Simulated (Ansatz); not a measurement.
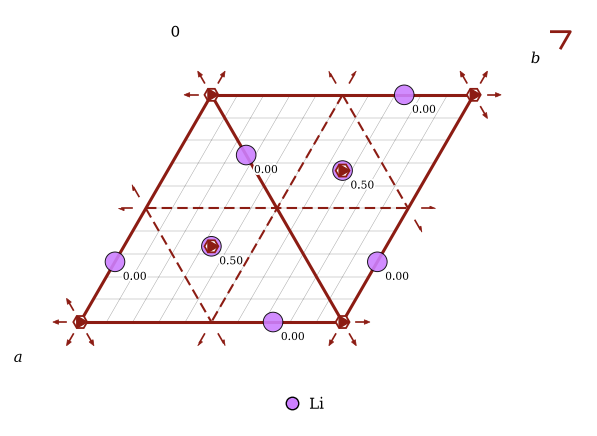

Plan of a unit cell projected along c (a down the page, b across); the numbers are heights as fractions of c, and atoms on the cell's edges are repeated. The grid marks tenths of a and b. The symmetry elements are drawn over the atoms. Graphical symbols as in the International Tables (origin upper left, heights as fractions; handed screw axes are marked by their printed symbols). Source: the geometry relaxed with DFT PBE, scalar-relativistic, plane waves, PAW (Ansatz 0.2.0); the starting structure was generated, so it need not be a known form of this composition. Symmetry computed with spglib at a tolerance of 0.002 Å; standard conventional cell.

a = 5.971 Å, b = 5.971 Å, c = 3.355 Å, α = 90.00°, β = 90.00°, γ = 120.00°.

Q: What does the cell contain?

A: 5 Li: Li, Z = 5.

Q: Which space group?

A: P-62m (No. 189), primitive hexagonal.

Q: Give the fractional coordinates of all atoms, to two places.

A:
```
atom     x     y     z
  Li  0.33  0.67  0.50
  Li  0.67  0.33  0.50
  Li  0.00  0.73  0.00
  Li  0.27  0.27  0.00
  Li  0.73  0.00  0.00
```
